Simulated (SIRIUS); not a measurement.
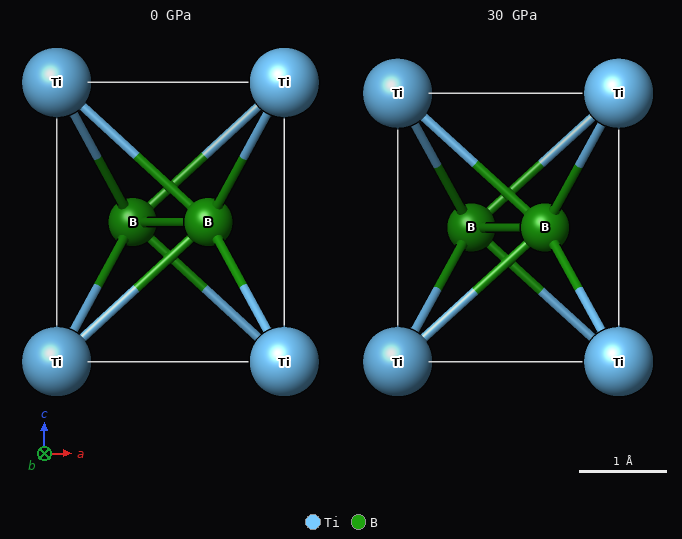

A crystal of TiB2 (set up in P6/mmm), relaxed (cell and atoms) at several target pressures. The picture shows the first and the last member. Style: ball-and-stick. Shown: the cell of the calculation, along the b axis.

Computed with SIRIUS 7.10.0: PBE, dojo-sr-pbe-0.4.1-standard. Settings: plane-wave cutoff 1152 eV; k-point mesh 4 × 4 × 4; occupations fermi-dirac; smearing width 0.05 eV; optimiser BFGS; no spin polarisation.

| pressure (GPa) | volume (Å³/atom) | a (Å) | c (Å) |
| --- | --- | --- | --- |
| 0 | 8.561 | 3.033 | 3.223 |
| 5 | 8.394 | 3.016 | 3.197 |
| 10 | 8.250 | 3.000 | 3.175 |
| 20 | ? | ? | ? |
| 30 | 7.758 | 2.945 | 3.098 |

Q: One row is withheld. What does the calculation give there?

A: Murnaghan's form V = V₀(1 + B′P/B₀)^(−1/B′), with V₀ = 8.561 Å³ from the row at zero pressure, fits the other rows with B₀ = 249 GPa and B′ = 3.98 (largest miss 0.003 Å³). At 20 GPa it gives 8.561 × (1 + 3.98 × 20/249)^(−1/3.98) = 7.985 Å³ per atom. The calculation gives 7.987 Å³/atom (a = 2.971 Å, c = 3.134 Å). The estimate is 0.002 Å³/atom too low. From the first member to the last: Ti–Ti 3.223 → 3.098 Å, Ti–Ti 3.033 → 2.945 Å, B–Ti 2.380 → 2.300 Å.

The whole series:

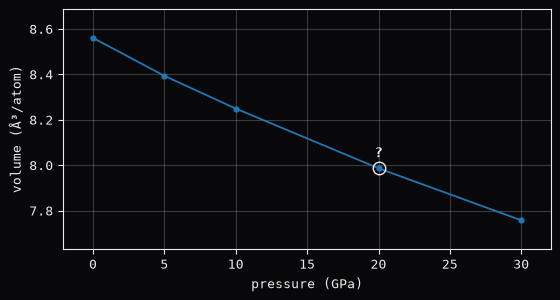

Each member starts from this one structure; whether another phase lies lower wasn't checked.
